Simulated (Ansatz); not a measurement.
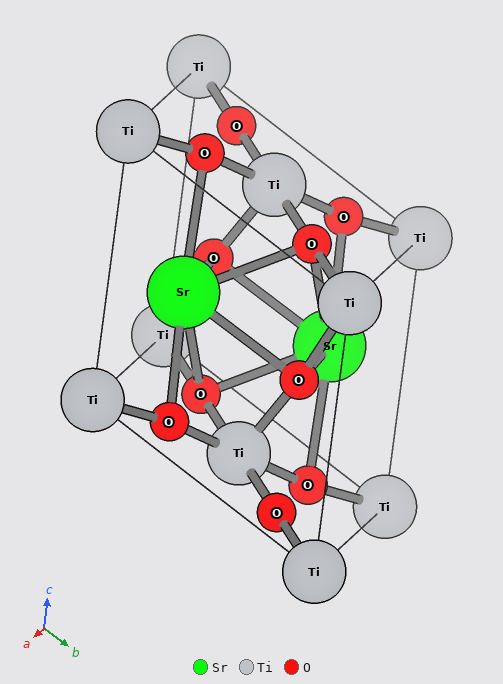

Ball-and-stick drawing of the structure, looking slightly off an axis. The wireframe shows the simulation cell.

The program read this input:
```yaml
crystal:
  lattice:
    - [-2.7589050186, 2.7589050186, 3.9136137928]
    - [2.7589050186, -2.7589050186, 3.9136137928]
    - [2.7589050186, 2.7589050186, -3.9136137928]
  atoms:
    - { symbol: Sr, position: [0.75, 0.25, 0.5] }
    - { symbol: Sr, position: [0.25, 0.75, 0.5] }
    - { symbol: Ti, position: [0.0, 0.0, 0.0] }
    - { symbol: Ti, position: [0.5, 0.5, 0.0] }
    - { symbol: O, position: [0.7669008901, 0.2669008901, 0.0338017802] }
    - { symbol: O, position: [0.2669008901, 0.2330991099, 0.5] }
    - { symbol: O, position: [0.7330991099, 0.7669008901, 0.5] }
    - { symbol: O, position: [0.2330991099, 0.7330991099, 0.9661982198] }
    - { symbol: O, position: [0.75, 0.75, 0.0] }
    - { symbol: O, position: [0.25, 0.25, 0.0] }
kpoints:
  mp_grid: { grid: [4, 4, 4] }
  band_path:
    path:
      - [0.0, 0.0, 0.0]
      - [0.0, 0.0, 0.5]
      - [0.25, 0.25, 0.25]
      - [0.0, 0.5, 0.0]
      - [0.5, 0.5, -0.5]
      - [0.3742388936, 0.6257611064, -0.3742388936]
      - [-0.3742388936, 0.3742388936, 0.3742388936]
      - [-0.2484777872, 0.2484777872, 0.5]
      - [0.5, 0.5, -0.2484777872]
      - [-0.005208, 0.005208, 0.0]
    npoints: 1
hamiltonian:
  xc: hse06
scf:
  occupations: { method: fixed }
  n_extra_bands: 6
output:
  forces: true
  stress: true
  eigenvalues: true
```

Calculation details: Ansatz, DFT, HSE06, plane waves, PAW; E_cut = 420 eV, k-grid 4×4×4, no spin polarisation.

### Does it come out as a metal, or with a gap?

An insulator at this level, with a gap of 3.39 eV, direct.

### Under what pressure is the structure?

The computed pressure is -1.8 GPa (stretched: it would shrink).

Source of the structure: a structure listed in the Materials Project. Earlier steps of the study may have refined or changed the cell and positions. It went into a calculation with Ansatz.
